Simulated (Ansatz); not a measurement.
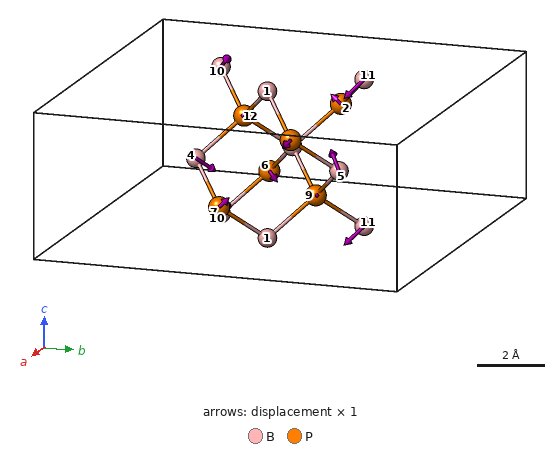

A relaxation of a wire of composition BP. The starting structure is drawn; purple arrows show the displacements (the part carried along by the change of the cell is left out), at their true length.

A ball-and-stick model of the cell of the calculation, with the vacuum cut short, seen slightly off an axis.

Case: wire along [0 0 1], 12 atoms a period.

These are results of DFT PBE, scalar-relativistic, plane waves, PAW in Ansatz 0.2.0, not measurements.

Input
```yaml
crystal:
  lattice:
    - [13.5, 0.0, 0.0]
    - [0.0, 13.8, 0.0]
    - [0.0, 0.0, 4.5483038457]
  atoms:
    - { symbol: B, position: [0.584227849, 0.5, 0.0], spin: 0.3 }
    - { symbol: P, position: [0.331544302, 0.5823968088, 0.75], spin: 0.3 }
    - { symbol: P, position: [0.668455698, 0.5823968088, 0.75], spin: 0.3 }
    - { symbol: B, position: [0.584227849, 0.3352063824, 0.5], spin: 0.3 }
    - { symbol: B, position: [0.584227849, 0.6647936176, 0.5], spin: 0.3 }
    - { symbol: P, position: [0.331544302, 0.4176031912, 0.25], spin: 0.3 }
    - { symbol: P, position: [0.668455698, 0.4176031912, 0.25], spin: 0.3 }
    - { symbol: B, position: [0.415772151, 0.5, 0.5], spin: 0.3 }
    - { symbol: P, position: [0.5, 0.5823968088, 0.25], spin: 0.3 }
    - { symbol: B, position: [0.415772151, 0.3352063824, 0.0], spin: 0.3 }
    - { symbol: B, position: [0.415772151, 0.6647936176, 0.0], spin: 0.3 }
    - { symbol: P, position: [0.5, 0.4176031912, 0.75], spin: 0.3 }
basis:
  ecutwfc: 420
kpoints:
  mp_grid: { grid: [1, 1, 7] }
hamiltonian:
  xc: pbe
scf:
  occupations: { method: gaussian, width: 0.05 }
output:
  forces: true
  stress: true
  eigenvalues: true
  populations: true
  write_density: true
  write_potential: true
  elf: true
  volumetric_format: npy
magnetization:
  spin_polarized: true
relax:
  adjacent_minimum: "off"
  f_tol: 0.02
  max_steps: 45
  cell: { fix: [a, b, alpha, beta, gamma], stress_tol: 0.03 }
```

Run as
```bash
ansatz run input.yaml --threads 4 --pin off --max-ram 11264MiB --backend cpu --events-out ev --progress --plain --runs-dir out
```

Q: Describe the change and its energy.

A: The largest moves relative to the centre of the atoms, 0.89 Å, are those of B4, B5, B10 and B11. By element the largest moves are B 0.89 Å, P 0.45 Å. Along the periodic axis the drawn cell goes c 4.548 → 4.625 Å (+1.7 %). Among the contacts that change: B4–B10 3.216 → 1.737 Å, P2–P6 3.216 → 2.359 Å, B10–P12 1.969 → 1.852 Å, B1–P12 1.969 → 2.082 Å. Among the angles between lasting bonds that change: B4–P12–B10 109.5° → 145.6°, B1–P12–B10 109.5° → 81.8°, B1–P3–B5 109.5° → 85.5°. The energy falls by 7.775 eV per cell of the calculation in 11 accepted moves (14 points after the start). The largest force component goes from 3.1 to 0.01 eV/Å. The line search rejected the trial steps at points 7, 11 of the run. At 1 point the geometry stayed and the basis and grid were re-selected for the new cell (energy shift of 2.2 meV per cell of the calculation at most each time). The program noted that the starting moments weren't kept.
